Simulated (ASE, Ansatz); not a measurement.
# C(111) slab, H on the bottom face (272 atoms): support functions against a reference, part 2 of 2

Wanted: errors and times of a linear-scaling basis for C(111) slab, H on the bottom face (272 atoms). A setting counts as converged where the r.m.s. difference of forces stays under 1 % of the r.m.s. force.

Ansatz 0.2.0; Kohn-Sham DFT, PBE+D3(BJ), PAW (set soft_2), plane waves.

The cell: 256 C and 16 H. Beside vacuum, support functions can miss their usual error bounds without a warning. The main run has no spin polarisation.

So far. Step 2 (Plane-wave single point): Between -23 and -14 eV lie 238 more states.

**3. Structure statistics**

These statistics describe the geometry on which the runs were made.

Normalised to the volume that the atoms fill. Pair distribution functions g(r), in bins of 0.2 Å:

```tsv
r (Å)	total	C-C	C-H	H-H
1.00	0.18	0.00	1.62	0.00
1.20	0.05	0.00	0.49	0.00
1.40	0.25	0.28	0.00	0.00
1.60	3.32	3.75	0.00	0.00
1.80	0.00	0.00	0.00	0.00
2.00	0.00	0.00	0.00	0.00
2.20	0.17	0.00	1.58	0.00
2.40	0.92	1.00	0.00	7.30
2.60	3.11	3.38	0.13	30.10
2.80	0.27	0.07	1.85	0.00
3.00	2.66	3.01	0.00	0.00
3.20	0.01	0.00	0.10	0.00
3.40	0.14	0.01	1.14	0.00
3.60	0.90	1.01	0.05	0.00
3.80	1.08	1.22	0.03	0.00
4.00	0.55	0.57	0.45	0.00
4.20	0.15	0.02	1.15	0.00
4.40	2.49	2.70	0.46	12.47
4.60	1.44	1.54	0.64	0.00
4.80	0.02	0.02	0.08	0.00
5.00	0.98	0.99	0.61	9.15
5.20	1.39	1.48	0.73	0.19
5.40	0.41	0.35	0.89	0.00
5.60	1.35	1.49	0.23	0.00
5.80	0.66	0.74	0.05	0.00
6.00	0.07	0.02	0.50	0.00
6.20	0.46	0.43	0.68	0.00
6.40	1.12	1.18	0.68	0.00
```

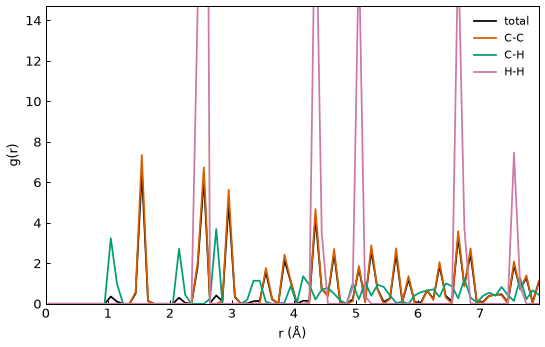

Pair distribution functions, with peaks cut at 14.

Bonds by pair of elements; cutoffs follow the first minimum of g(r), held within bounds set by covalent radii, and pairs that aren't listed don't count as bonded:

```tsv
pair A-B	cutoff (Å)	bonds	mean length (Å)	spread (Å)	shortest (Å)	B about A	A about B
C-C	1.85	496	1.54	0.028	1.46	3.88	3.88
C-H	1.34	16	1.08	0.022	1.03	0.062	1
```

How many atoms have how many bonded neighbours:

```tsv
element	mean	1	3	4
C	3.94	0	16	240
H	1	16	0	0
```

Bond angles (no mean is given where the spread exceeds 20°):

```tsv
angle	count	mean (°)	spread (°)
C-C-C	1440	109	1.6
C-C-H	48	110	1.6
```

Bond length by coordination (bonds to H left out):

```tsv
element	coordination	atoms	mean bond length (Å)
C	3	16	1.55
C	4	240	1.54
```

With the cutoffs above, 94 % of C atoms have 4 and all H atoms have 1 bonded neighbour. The C-C-C angle averages 109° with a spread of 1.6°.

Local excerpt of 13 atoms (numbers count through the whole input) about C239, which has 3 bonded neighbours where the commonest count for C is 4; x, y, z are measured from there.

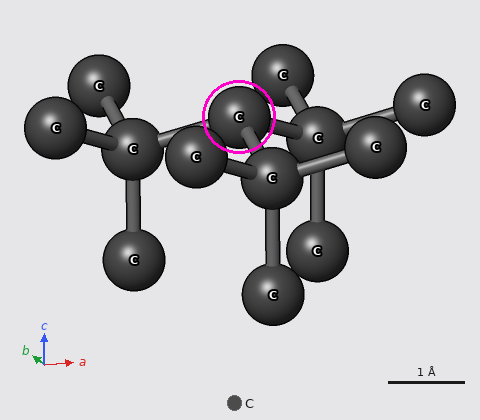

The atoms of the table, within 2.6 Å (arrows a, b, c point along x, y, z); some may hide others; the central atom is ringed.

```tsv
atom	x	y	z	distance (Å)	bonds	intrinsic-atomic-orbital charge (e)	Fx	Fy	Fz (eV/Å)
C239	0.00	0.00	0.00	0.00	3	-0.01	0.34	-0.05	-4.00
C192	-1.26	0.72	-0.51	1.54	4	-0.02	0.19	-0.30	5.04
C224	0.02	-1.49	-0.50	1.57	4	-0.02	-0.54	1.02	3.78
C240	1.29	0.74	-0.52	1.58	4	-0.02	-0.83	-0.77	4.56
C189	-1.25	0.71	-2.02	2.47	4	0.02	-0.09	-0.07	-2.36
C31	1.23	2.17	0.02	2.49	3	-0.04	1.05	0.44	-4.05
C223	-1.23	-2.18	0.02	2.50	3	-0.04	-1.06	-0.63	-3.80
C237	1.28	0.70	-2.05	2.51	4	0.02	0.11	0.86	-1.44
C255	1.24	-2.19	0.00	2.52	3	-0.01	1.44	-0.35	-4.07
C207	-1.31	2.17	0.04	2.53	3	-0.04	1.45	-0.15	-3.69
C191	-2.54	-0.01	0.02	2.54	3	-0.03	0.91	-0.06	-3.76
C221	0.04	-1.48	-2.08	2.56	4	0.03	-0.80	0.53	-0.09
C63	2.56	0.01	0.00	2.56	3	-0.02	-0.67	-0.84	-4.03
```

The column of bonds counts only the pairs C-C within 1.85 Å, C-H within 1.34 Å; other neighbours, such as metal atoms beside each other in a compound, aren't counted, and periodic images can show an atom twice.

**4. Support functions medium**

The cell is solved in localised support functions.

This step: Kohn-Sham DFT, PBE+D3(BJ), PAW (set soft_2), localised support functions (medium) (Ansatz 0.2.0).

The input, input.yaml:

```yaml
crystal:
  lattice:
    - [10.089, 0.0, 0.0]
    - [-5.0445, 8.73733, 0.0]
    - [0.0, 0.0, 26.02071]
  atoms:
    [... the 272 atom lines of step 2 ...]
kpoints:
  mp_grid: { grid: [2, 2, 1] }
hamiltonian:
  xc: pbe
  dispersion: d3bj
scf:
  occupations: { method: fermi_dirac, width: 0.05 }
  eigensolver: { kind: { support_functions: { accuracy: medium } } }
  mixing: { beta: 0.2 }
  max_iter: 150
output:
  forces: true
  eigenvalues: true
```

Started as:

```sh
$ ansatz run input.yaml --threads 8 --pin off --max-ram 15872MiB --backend cpu --events-out ev --progress --plain --runs-dir out
```

Numbers of over 12 decimals in the logs are rounded to 6 here.

The program printed:

```text
Warning: scf.eigensolver.kind.support_functions: disabling space-group detection — the functions' gradient is summed over unrotated k-points, so no spatial operation reduces the k-mesh or symmetrises the density; time reversal is kept, so that k and −k are solved as one point where they differ and the mesh holds both, and exact exchange and, on two spinor components, a DFT+U term hold to it where the run has them: [...]
settings of this run that can trade accuracy for cost: scf.eigensolver.kind.support_functions [...]
[...]
Crystal: 272 atoms, lattice volume = 2293.750 Å³
Basis set: ecut = 420 eV, 44883 PW (Γ), exchange–correlation on 144×144×360 points (8 copies of the dense FFT grid, shifted against one another)
Bands: 624, of which v1, the nominal top of the filled ones, is band 520 counted from 1 (519 counted from 0)
Symmetry: 1 space group operations
k-points: 4
[...]
SCF iter   1: F=—  HF=-64482.136182 eV  |F-HF|=—  |Δ(HF+E_count)|=         —  Δρ=9.87e-2  dr2=1.73e2  ethr=1.00e-1
[...]
SCF iter  25: F=—  HF=-64466.383668 eV  |F-HF|=—  |Δ(HF+E_count)|=   4.65e-6  Δρ=1.48e-5  dr2=7.76e-6  ethr=1.32e-9  κ⁻¹=2.4e-4(r=7)
SCF iter  26: F=-64466.383668 eV  HF=-64466.383670 eV  |F-HF|=1.42e-6  |Δ(HF+E_count)|=   1.64e-6  Δρ=1.20e-5  dr2=5.00e-6  ethr=7.46e-10
SCF 1 converged in 26 iterations: F = -64466.411113 eV  dr2 = 5.00e-6
[...]
SCF converged after 26 iterations
Stability not checked: this state was not tested for a lower state beside it, because the mixer in use, unlike msr1, does not test its closes by its own steps (another_mixer; see scf.mixing.algorithm and scf.lower_state_search)
Free energy (F): -64466.411113 eV
[...]
Internal energy: -64465.701965 eV  (E = F + TS)
E sigma→0 (E₀):  -64466.056539 eV
Entropy (-TS):   -0.709147 eV (-2.607 meV/atom)
Fermi energy:    7.485976 eV
[...]
Σ components = -64466.411113   (vs F -64466.411113, Δ=0.00e0)
--- Forces (eV/Å), atoms counted from 1 ---
  atom   1  C     -1.00745060     0.31272101    -1.14968261
  atom   2  C      0.58951161    -0.46889982     4.76068601
  atom   3  C      1.33334901    -0.36590564    -1.84616608
  atom   4  C     -0.45017188     1.32589894     0.08403854
[...]
atom 272  H      0.06025962    -0.04956378    -0.80345369
  max |Σ_I F_I| component: 1.91e-2 eV/Å
--- Band table (eV) ---
[...]
```

Wall time 5.5 min (8 threads of Arm Neoverse V2, shared host); peak memory 5.8 GiB; 43 min of CPU time.

The program notes that the band table was not solved further than the SCF left it and it switched symmetry off.

Keys that differ from the reference: support_functions.accuracy = "medium", scf.max_iter = 150 and scf.mixing.beta = 0.2.

Forces differ from the reference by 1.8 meV/Å r.m.s., 0.14 % of their size, well within a tolerance of 1 %; the energy by -3.9 meV/atom.

**5. What each setting buys**

Differences are against the plane-wave reference (Kohn-Sham DFT, PBE+D3(BJ), PAW (set soft_2), plane waves), whose r.m.s. force component is 1.30 eV/Å. Energies are set beside the reference only for runs with its functional, potentials and electron count. Times are for 8 threads of Arm Neoverse V2, shared host. The reference's time includes the DOS and grids, which some other runs skip.

```tsv
run	Δ force, r.m.s. (meV/Å)	share of r.m.s. force (%)	Δ energy (meV/atom)	cycles	time	host memory (GiB)
reference	-	-	-	26	7.2 min	12
support functions medium	1.78	0.137	-3.92	26	5.5 min	5.8
```

**6. Outcome**

* free energy per atom: -237.0049 eV/atom
* r.m.s. force component: 1.301 eV/Å
* wall time of the 2 DFT runs: 13 min

What this shows: Against plane waves at 420 eV, the forces differ by 1.8 meV/Å (0.14 %) with support functions medium. Differences between support functions and plane waves include what basis error the plane-wave run still has.

61 levels are partly filled, by over 2 % (on the run's k-points): no clear gap opens at this level. Levels of broken or missing bonds inside a gap of the host would look the same. With the cutoffs above, 94 % of C atoms have 4 and all H atoms have 1 bonded neighbour.

Caveats: The geometry was built by rule, was displaced at random and isn't relaxed at this level: its force components are 1.3 eV/Å r.m.s. The slab bears a dipole and has periodic images along its normal, so a spurious field crosses the vacuum.

[Logs are printed without paths, hosts, clocks, repeated set-up lines and the standing remarks that a program may print on its own settings, such as how far it seeks lower states.]

[Hosts, paths, dates, database ids (printed as entryN), source tags and the programs' standing remarks are cut or masked in the printed files.]
